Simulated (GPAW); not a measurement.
System: diamond-type Ge, space group Fd-3m (No. 227), 2 atoms in the primitive cell. Cell and atoms are relaxed at each pressure; at 0 GPa, cubic a = 5.684 Å. Method: PBEsol, PAW data sets generated in the run's folder for this functional, no spin polarisation, no spin-orbit coupling, 8×8×8 k mesh, 600 eV cutoff, Fermi-Dirac smearing of 0.05 eV (GPAW).

At 0 GPa the lowest conduction levels at the points plotted lie 0.10 eV (L), −0.08 eV (Γ), 0.67 eV (X) and 1.08 eV (K) above the valence top at Γ.

How does each level move from 0 GPa to 10 GPa?

Answer. L rises by 0.36 eV, Γ rises by 1.06 eV, X falls by 0.17 eV and K falls by 0.09 eV. Straight lines through the points have slopes of +36 at L, +105 at Γ, −17 at X and −10 at K (meV per GPa). The points bend away from straight lines by up to 0.04 eV, so these are means over the range. Going by straight lines between the points, the lowest is the one at Γ up to about 2.03 GPa and the one at L beyond. With the valence top at Γ, the lowest of these transitions turns from direct to indirect near 2.03 GPa.

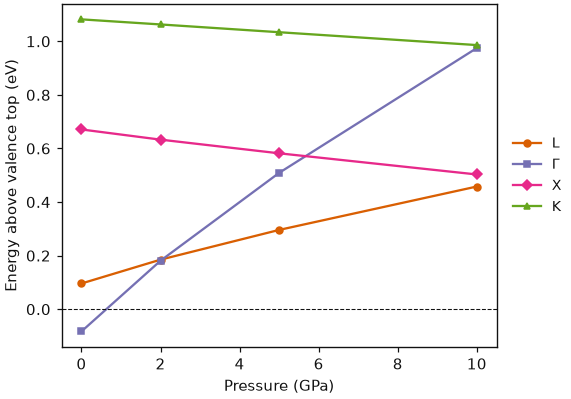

Lowest conduction level at each named k point, counted from the valence-band top at Γ. A negative value at Γ means that the s-like level, then filled, lies under the p-like triplet: the bands are inverted and there is no gap.

| pressure | L (eV) | Γ (eV) | X (eV) | K (eV) | volume (Å³/atom) |
| --- | --- | --- | --- | --- | --- |
| 0 GPa | 0.10 | −0.08 | 0.67 | 1.08 | 22.95 |
| 2 GPa | 0.18 | 0.18 | 0.63 | 1.06 | 22.31 |
| 5 GPa | 0.30 | 0.51 | 0.58 | 1.03 | 21.55 |
| 10 GPa | 0.46 | 0.97 | 0.50 | 0.99 | 20.54 |

Later steps reuse the first step's grids. Spin-orbit coupling is left out, which matters for Ge. LDA, GGA and most meta-GGA functionals understate gaps. Measured Ge has an indirect gap, with the conduction bottom at L. Measured Ge has a positive gap at its own volume; this functional understates it.
